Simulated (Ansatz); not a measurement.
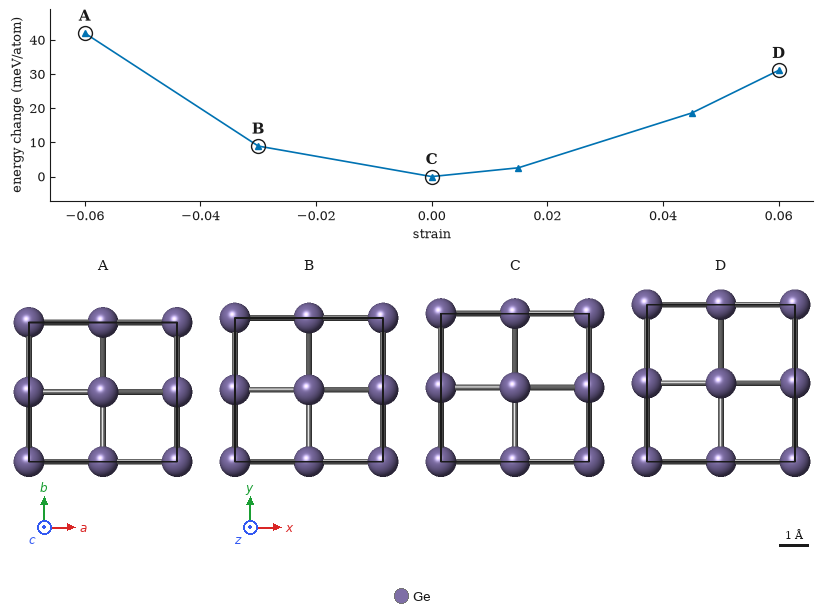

Energy scan for solid Ge (I4_1/amd), in which the cell is strained along y alone, with the atoms kept at their fractional coordinates. x, y and z are the Cartesian axes of the input. The lettered frames are marked on the plot. Style: ball-and-stick. Shown: the conventional cell (2 times the calculation's cell), along the c axis. Lengths and directions refer to the drawn axes.

Method: DFT PBEsol, scalar-relativistic, plane waves, PAW in Ansatz 0.2.0. (plane-wave cutoff 420 eV; k-point mesh 24 × 24 × 24; occupations gaussian; smearing width 0.15 eV; no spin polarisation). Energies (free energies at the smearing named) are counted from the relaxed crystal.

### Read off the main features of the energy profile.

Of the computed points the lowest is at the strain 0.00, 0.0 meV/atom. The end points stand at 42.0 meV/atom (−0.06) and 31.1 meV/atom (0.06). The distortion takes the space group from I4_1/amd to Imma. At the strain −0.06 the cell of the drawing goes b 5.126 → 4.818 Å.
